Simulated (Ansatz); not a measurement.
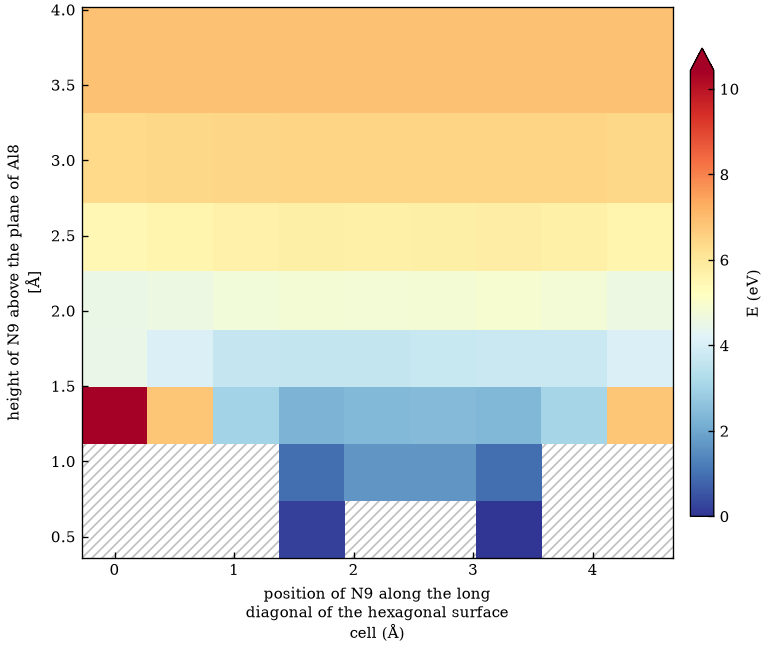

Energy landscape of N on an Al(001) slab cut from the P6_3/mmc phase, its upper half relaxed before the scan (8 atoms of substrate and one adsorbate in a 1 × 1 cell). N is moved along a line over the surface and along the normal, above a rigid substrate. Coordinates scanned: (1) position of N9 along the long diagonal of the hexagonal surface cell, from above Al8; (2) height of N9 above the plane of Al8. The grid has 9 × 8 points. At 12 points there is no value (left out of the scan, as a rule where atoms come close). Points are written as (first, second). All energies are given in eV relative to the lowest grid point. The runs have no spin polarisation, so an open-shell adsorbate far from the surface lies too high. Level of theory: DFT PBE, scalar-relativistic, plane waves, PAW (Ansatz). Settings: cutoff 420 eV, k-mesh 9×9×1, gaussian smearing 0.1 eV, no spin polarisation.

In the figure: one coloured cell a grid point, one colour for all values above the top of the scale, hatched blanks where no value was computed. 

Question: What does the map say about the system?

Answer: The lowest grid point is at (3.30 Å, 0.55 Å) [nearest 3 Al at 1.74 Å]. It lies at the edge of the scanned range, so the true minimum may lie outside. The highest grid point, (0.00 Å, 1.31 Å) [nearest 1 Al at 1.31 Å], lies 10.4 eV above the lowest.

The values on the grid:

```csv
"second ↓, first →",0.00,0.55,1.10,1.65,2.20,2.75,3.30,3.85,4.39
3.67,6.9,6.9,6.9,6.9,6.9,6.9,6.9,6.9,6.9
2.97,6.4,6.4,6.5,6.5,6.5,6.5,6.5,6.5,6.4
2.47,5.5,5.5,5.7,5.8,5.7,5.8,5.8,5.7,5.6
2.07,4.5,4.6,4.7,4.8,4.8,4.8,4.9,4.8,4.6
1.69,4.4,4.0,3.7,3.6,3.6,3.7,3.7,3.7,4.1
1.31,10.4,6.8,3.0,2.2,2.4,2.4,2.3,3.0,6.8
0.93,–,–,–,1.0,1.7,1.7,0.9,–,–
0.55,–,–,–,0.2,–,–,0.0,–,–
```

Each point was launched as `ansatz run input.yaml --threads 1 --pin off --max-ram 3072MiB --backend cpu --events-out ev --progress --plain --runs-dir out`. Time for the 60 points that were run: 13 min on 1 thread of Arm Neoverse V1 (shared host).
